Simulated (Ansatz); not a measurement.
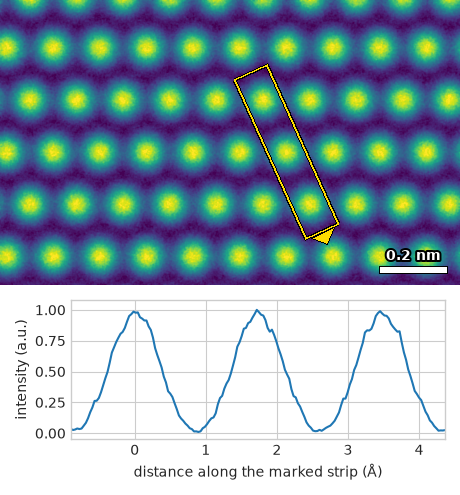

HAADF-like image of Sc (Fd-3m, No. 227) along [210]. The image is simulated as a sum over atoms of Z^1.6, blurred by a 0.85 Å probe (no channelling). The display is stretched by a gamma of 0.8; percentages refer to the linear signal. Shot noise was added. Model: coordinates from a relaxation with DFT, m-r2SCAN, plane waves (500 eV) with PAW, scalar-relativistic (Ansatz 0.2.0); the starting structure was generated, so it need not be a known form of this composition.

```xyz
8
Lattice="6.3454 0.0000 0.0000 0.0000 6.3454 0.0000 0.0000 0.0000 6.3454" Properties=species:S:1:pos:R:3 pbc="T T T"
Sc    4.7590    4.7590    4.7590
Sc    0.0000    3.1727    0.0000
Sc    4.7590    1.5863    1.5863
Sc    0.0000    0.0000    3.1727
Sc    1.5863    4.7590    1.5863
Sc    3.1727    3.1727    3.1727
Sc    1.5863    1.5863    4.7590
Sc    3.1727    0.0000    0.0000
```

The curve is the intensity along the marked strip, in the direction of its arrowhead, with zero distance at the first column. Brightness is counted from the darkest point of the image.

> Assign the peaks of the line profile.

```json
{"position (Å)": "0.0", "atoms per repeat along the beam": "1 Sc", "height (% of the highest)": "100"}
{"position (Å)": "1.7", "atoms per repeat along the beam": "1 Sc", "height (% of the highest)": "100"}
{"position (Å)": "3.5", "atoms per repeat along the beam": "1 Sc", "height (% of the highest)": "100"}
```
